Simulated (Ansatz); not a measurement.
# What a change does: single-point calculation on Ni

System: Ni (Fm-3m, 1 atom in the cell).
Method of the first run: DFT, revPBE, plane waves, PAW, no spin polarisation (Ansatz 0.2.0).

The structure is a generated one, with these elements put on the sites of a known structure type; it need not be a known phase. Text and figures count atoms from 1; the logs count them from 0 in places.

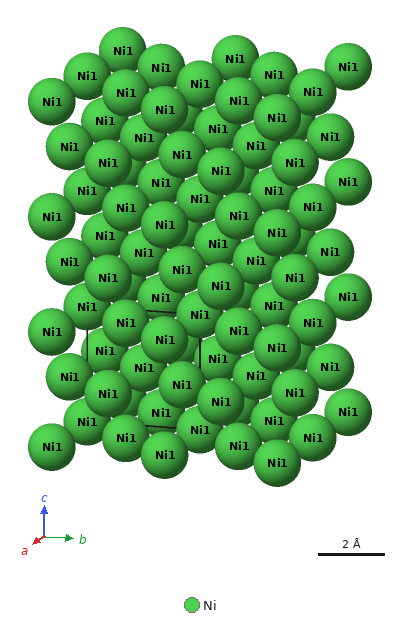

The input geometry (spheres-only view of the cell 4 times as large as that of the calculation, set on its symmetry axes, repeated 2 × 2 × 3, seen slightly off an axis; atoms are numbered from 1 in the order of the input).

Input, the first run:
```yaml
crystal:
  lattice:
    - [0.0, 1.793832, 1.793832]
    - [1.793832, 0.0, 1.793832]
    - [1.793832, 1.793832, 0.0]
  atoms:
    - { symbol: Ni, position: [0.0, 0.0, 0.0] }
  symmetry: { tolerance: 0.0003 }
kpoints:
  mp_grid: { grid: [8, 8, 8], shift: [0, 0, 0] }
magnetization:
  spin_polarized: false
scf:
  occupations: { method: cold, width: 0.041 }
  mixing: { preconditioner: local_kerker }
hamiltonian:
  pseudopotentials: { kind: paw }
  xc: revpbe
basis:
  ecutwfc: 420
output:
  forces: true
  stress: true
  eigenvalues: true
```

Command:
```bash
ansatz run input.yaml --threads 1 --pin off --max-ram 2560MiB --backend cpu --events-out ev --progress --plain --runs-dir out
```

Hardware: 1 thread of Intel Xeon (Granite Rapids), 64 GiB of memory available, shared host.

Output, shortened to warnings, some set-up lines, iterations and results (the first run):
```
Basis set: ecut = 420 eV, 229 PW (Γ), exchange–correlation on 36×36×36 points (8 copies of the dense FFT grid, shifted against one another)
Symmetry: 48 space group operations
k-points: 29 of 512
Initial density: superposition of atomic densities (neutral atoms: chi_scale 0, normalization atom), corrected by the library's trained network
[...]
SCF iter   1: F=—  HF=-5843.190928 eV  |F-HF|=—  |Δ(HF+E_count)|=         —  Δρ=4.37e-3  dr2=7.22e-4  ethr=1.77e-3  ⟨swp⟩=5.9  Hψ=2027  notcnv=0
SCF iter   2: F=—  HF=-5843.191055 eV  |F-HF|=—  |Δ(HF+E_count)|=   1.26e-4  S|Δr|=    0.00e0  Δρ=4.55e-3  dr2=1.39e-3  ethr=4.01e-6  ⟨swp⟩=2.1  Hψ=947  notcnv=0
SCF iter   3: F=—  HF=-5843.190877 eV  |F-HF|=—  |Δ(HF+E_count)|=   1.78e-4  S|Δr|=    0.00e0  Δρ=1.11e-3  dr2=3.33e-5  ethr=4.01e-6  ⟨swp⟩=2.1  Hψ=527  notcnv=0
SCF iter   4: F=—  HF=-5843.190891 eV  |F-HF|=—  |Δ(HF+E_count)|=   1.37e-5  S|Δr|=    0.00e0  Δρ=5.50e-4  dr2=1.54e-5  ethr=1.85e-7  ⟨swp⟩=1.7  Hψ=415  notcnv=0
SCF iter   5: F=—  HF=-5843.190889 eV  |F-HF|=—  |Δ(HF+E_count)|=   1.56e-6  S|Δr|=    0.00e0  Δρ=6.28e-5  dr2=2.39e-7  ethr=8.57e-8  ⟨swp⟩=2.5  Hψ=520  notcnv=0
SCF iter   6: F=-5843.190889 eV  HF=-5843.190889 eV  |F-HF|=7.88e-8  |Δ(HF+E_count)|=   4.51e-9  S|Δr|=    0.00e0  Δρ=3.85e-5  dr2=9.44e-8  ethr=5.56e-10  ⟨swp⟩=4.9  Hψ=1575  …
SCF 1 converged in 6 iterations: F = -5843.190889 eV  dr2 = 9.44e-8
SCF converged after 6 iterations
Stability not checked: this state was not tested for a lower state beside it, because cold or Methfessel-Paxton smearing, or corrected tetrahedra, fill the levels in a way that the test cannot read (fill_not_monotonic; see scf.lower_state_search)
Free energy (F): -5843.190889 eV
Harris-Foulkes:  -5843.190889 eV  (|F-HF|=7.88e-8)
Internal energy: -5843.189334 eV  (E = F + TS)
E sigma→0 (E₀):  -5843.190371 eV
Entropy (-TS):   -0.001555 eV (-1.555 meV/atom)
Fermi energy:    16.763472 eV
--- Per-component energies (eV) ---
  E_band       = -303.998766
  E_kinetic    = 280.965449
  E_local      = -3535.411742  (includes V_loc(G=0)·N_el)
  E_nonlocal   = 636.326475
  E_hartree    = 1474.452617
  E_xc         = -84.189632
  E_vxc        = -108.423807  (∫ρ·V_xc dr)
  E_paw        = -1634.168720  (= ΣΔE_a)
  E_vpaw       = -526.384874  (= ΣTr[D̂ρ^β])
  E_aug_tail   = 0.000529  (compensation charges beyond the density's cutoff)
  E_ewald      = -2981.132828
  E_core_change = -0.031482  (= ΣΔE_core)
  E_smearing   = -0.001555  (= −TS)
  E_closure    = -0.000000  (closes the sum)
  Σ components = -5843.190889   (vs F -5843.190889, Δ=0.00e0)
--- Forces (eV/Å), atoms counted from 1 ---
  atom   1  Ni     0.00000000     0.00000000    -0.00000000
  max |Σ_I F_I| component: 8.22e-33 eV/Å
--- Stress (GPa, compression-positive) ---
       -7.424420       0.000000      -0.000000
        0.000000      -7.424420       0.000000
        0.000000      -0.000000      -7.424420
  P = ⅓ Tr σ = -7.4244 GPa (-74.244 kbar)
```

For the second run the input was changed thus:
```diff
-  mp_grid: { grid: [8, 8, 8], shift: [0, 0, 0] }
+  mp_grid: { grid: [4, 4, 4], shift: [0, 0, 0] }
-  mixing: { preconditioner: local_kerker }
-  xc: revpbe
+  xc: pbe
```

Predict how the results change.

The total energies belong to different methods, so their difference says nothing on which is more stable or more accurate. The pressure goes from −7.42 to −14.02 GPa. The functional changes from revPBE to PBE. The SCF takes 9 iterations against 6. The irreducible k-points go from 29 to 8.

Output, shortened to warnings, some set-up lines, iterations and results (the second run):
```
Basis set: ecut = 420 eV, 229 PW (Γ), exchange–correlation on 36×36×36 points (8 copies of the dense FFT grid, shifted against one another)
Symmetry: 48 space group operations
k-points: 8 of 64
Initial density: superposition of atomic densities (neutral atoms: chi_scale 0, normalization atom), corrected by the library's trained network
[...]
SCF iter   1: F=—  HF=-5839.671087 eV  |F-HF|=—  |Δ(HF+E_count)|=         —  Δρ=1.65e-2  dr2=1.18e-2  ethr=1.77e-3  ⟨swp⟩=5.9  Hψ=553  notcnv=0
SCF iter   2: F=—  HF=-5839.668533 eV  |F-HF|=—  |Δ(HF+E_count)|=   2.55e-3  S|Δr|=    0.00e0  Δρ=6.00e-3  dr2=8.74e-4  ethr=6.53e-5  ⟨swp⟩=1.9  Hψ=192  notcnv=0
SCF iter   3: F=—  HF=-5839.668299 eV  |F-HF|=—  |Δ(HF+E_count)|=   2.33e-4  S|Δr|=    0.00e0  Δρ=1.73e-3  dr2=1.49e-4  ethr=4.86e-6  ⟨swp⟩=1.0  Hψ=104  notcnv=0
SCF iter   4: F=—  HF=-5839.668251 eV  |F-HF|=—  |Δ(HF+E_count)|=   4.83e-5  S|Δr|=    0.00e0  Δρ=8.93e-4  dr2=6.01e-5  ethr=8.28e-7  ⟨swp⟩=2.0  Hψ=138  notcnv=0
SCF iter   5: F=—  HF=-5839.668263 eV  |F-HF|=—  |Δ(HF+E_count)|=   1.18e-5  S|Δr|=    0.00e0  Δρ=1.01e-3  dr2=7.71e-5  ethr=3.34e-7  ⟨swp⟩=1.0  Hψ=104  notcnv=0
SCF iter   6: F=—  HF=-5839.668237 eV  |F-HF|=—  |Δ(HF+E_count)|=   2.62e-5  S|Δr|=    0.00e0  Δρ=5.55e-4  dr2=2.30e-5  ethr=3.34e-7  ⟨swp⟩=2.0  Hψ=138  notcnv=0
SCF iter   7: F=—  HF=-5839.668230 eV  |F-HF|=—  |Δ(HF+E_count)|=   6.58e-6  S|Δr|=    0.00e0  Δρ=1.81e-4  dr2=2.27e-6  ethr=1.28e-7  ⟨swp⟩=2.0  Hψ=140  notcnv=0
SCF iter   8: F=—  HF=-5839.668230 eV  |F-HF|=—  |Δ(HF+E_count)|=   2.53e-7  S|Δr|=    0.00e0  Δρ=7.61e-5  dr2=4.51e-7  ethr=1.26e-8  ⟨swp⟩=2.0  Hψ=140  notcnv=0
SCF iter   9: F=-5839.668230 eV  HF=-5839.668230 eV  |F-HF|=5.80e-8  |Δ(HF+E_count)|=   8.67e-8  S|Δr|=    0.00e0  Δρ=3.04e-5  dr2=7.46e-8  ethr=5.56e-10  ⟨swp⟩=3.0  Hψ=376  …
SCF 1 converged in 9 iterations: F = -5839.668230 eV  dr2 = 7.46e-8
SCF converged after 9 iterations
Stability not checked: this state was not tested for a lower state beside it, because cold or Methfessel-Paxton smearing, or corrected tetrahedra, fill the levels in a way that the test cannot read (fill_not_monotonic; see scf.lower_state_search)
Free energy (F): -5839.668230 eV
Harris-Foulkes:  -5839.668230 eV  (|F-HF|=5.80e-8)
Internal energy: -5839.667557 eV  (E = F + TS)
E sigma→0 (E₀):  -5839.668006 eV
Entropy (-TS):   -0.000672 eV (-0.672 meV/atom)
Fermi energy:    16.606928 eV
--- Per-component energies (eV) ---
  E_band       = -306.942744
  E_kinetic    = 280.824932
  E_local      = -3532.394702  (includes V_loc(G=0)·N_el)
  E_nonlocal   = 635.437488
  E_hartree    = 1471.499777
  E_xc         = -84.223130
  E_vxc        = -108.565577  (∫ρ·V_xc dr)
  E_paw        = -1629.679610  (= ΣΔE_a)
  E_vpaw       = -525.265583  (= ΣTr[D̂ρ^β])
  E_aug_tail   = 0.000516  (compensation charges beyond the density's cutoff)
  E_ewald      = -2981.132828
  E_smearing   = -0.000672  (= −TS)
  E_closure    = -0.000000  (closes the sum)
  Σ components = -5839.668230   (vs F -5839.668230, Δ=0.00e0)
--- Forces (eV/Å), atoms counted from 1 ---
  atom   1  Ni    -0.00000000     0.00000000    -0.00000000
  max |Σ_I F_I| component: 1.27e-31 eV/Å
--- Stress (GPa, compression-positive) ---
      -14.015217      -0.000000       0.000000
        0.000000     -14.015217      -0.000000
        0.000000      -0.000000     -14.015217
  P = ⅓ Tr σ = -14.0152 GPa (-140.152 kbar)
```

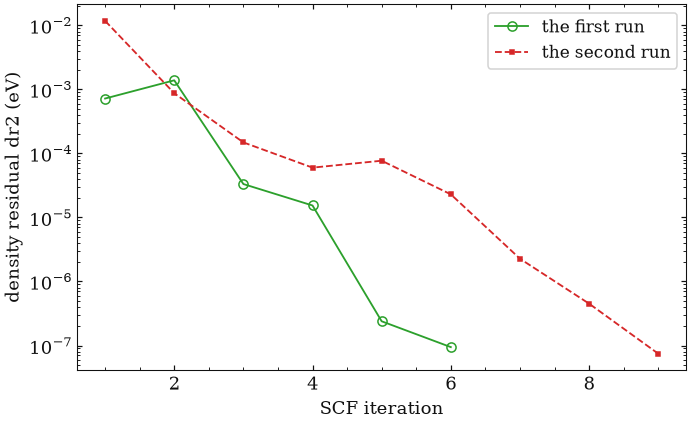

Convergence of the two runs: density residual dr2 against the SCF iteration. The first run takes 6 iterations in all, and the second run takes 9.

The two runs side by side:

```csv
quantity,the first run,the second run
outcome,converged,converged
free energy per atom (eV),−5843.1909,−5839.6682
"energy per atom, smearing taken to zero (eV)",−5843.1904,−5839.6680
pressure (GPa),−7.42,−14.02
largest force (eV/Å),0.000,0.000
SCF iterations,6,9
irreducible k-points,29,8
plane waves at Γ,229,229
```

For both runs: The run has no spin polarisation, so a magnetic state may lie lower. For the first run: The cell is under a tension of 7.4 GPa at this level, so it is not at its equilibrium volume. For the second run: These settings are looser than, or depart from, a standard set-up, so the numbers are not reference values for this system.
